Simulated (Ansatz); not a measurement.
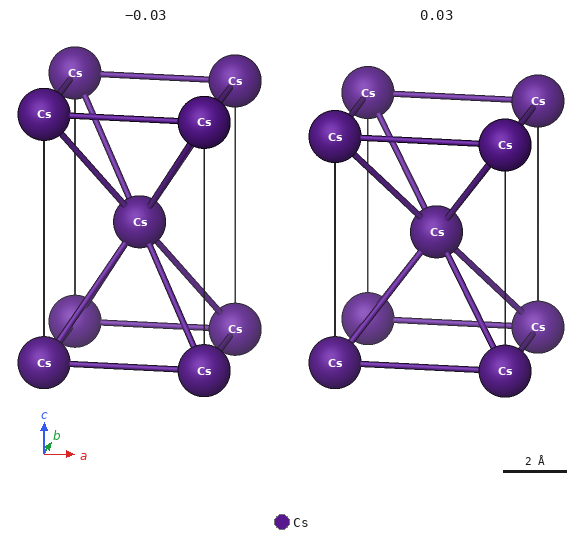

Crystalline Cs (set up in I4/mmm), under biaxial strain in the a–b plane (c relaxed, atoms fixed by symmetry), with energies (extrapolated to zero smearing) counted from the relaxed crystal, which is the row at zero. The picture shows the first and the last member. Style: ball-and-stick. Shown: the cell of the calculation, slightly off an axis.

Computed with Ansatz 0.2.0: DFT PBE, scalar-relativistic, plane waves, PAW. Set-up: plane-wave cutoff 420 eV; k-point mesh 8 × 8 × 6; occupations gaussian; smearing width 0.1 eV; no spin polarisation; force threshold 0.008 eV/Å.

```json
{"strain": "−0.03", "energy (meV/atom)": "2.96", "a (Å)": "5.249", "c (Å)": "8.274"}
{"strain": "−0.02", "energy (meV/atom)": "?", "a (Å)": "?", "c (Å)": "?"}
{"strain": "−0.01", "energy (meV/atom)": "0.72", "a (Å)": "5.357", "c (Å)": "8.027"}
{"strain": "0.0", "energy (meV/atom)": "0.00", "a (Å)": "5.411", "c (Å)": "7.980"}
{"strain": "0.01", "energy (meV/atom)": "−0.35", "a (Å)": "5.465", "c (Å)": "7.932"}
{"strain": "0.02", "energy (meV/atom)": "−1.01", "a (Å)": "5.519", "c (Å)": "7.674"}
{"strain": "0.03", "energy (meV/atom)": "−1.23", "a (Å)": "5.573", "c (Å)": "7.535"}
```

Question: Fill in the missing row.

Answer: A parabola through three neighbouring rows (−0.03, −0.01, 0.0) gives, with Lagrange weights, (0.3333)(2.96) + (1.0000)(0.72) + (−0.3333)(0.00) = 1.71 meV/atom. The calculation gives 1.83 meV/atom (a = 5.303 Å, c = 8.075 Å). The estimate is 0.12 meV/atom too low. Some rows lie up to 1.23 meV/atom below the unstrained cell, which smearing and mesh noise or a second, shallow minimum can cause. From the first member to the last: Cs–Cs 5.249 → 5.573 Å, Cs–Cs 5.558 → 5.452 Å.

The whole series:

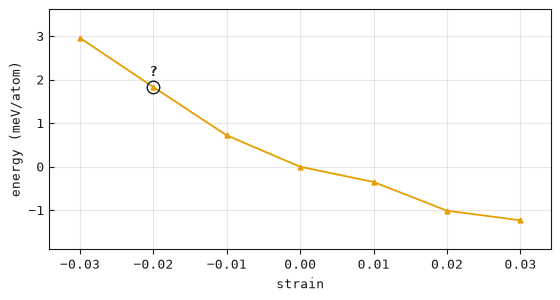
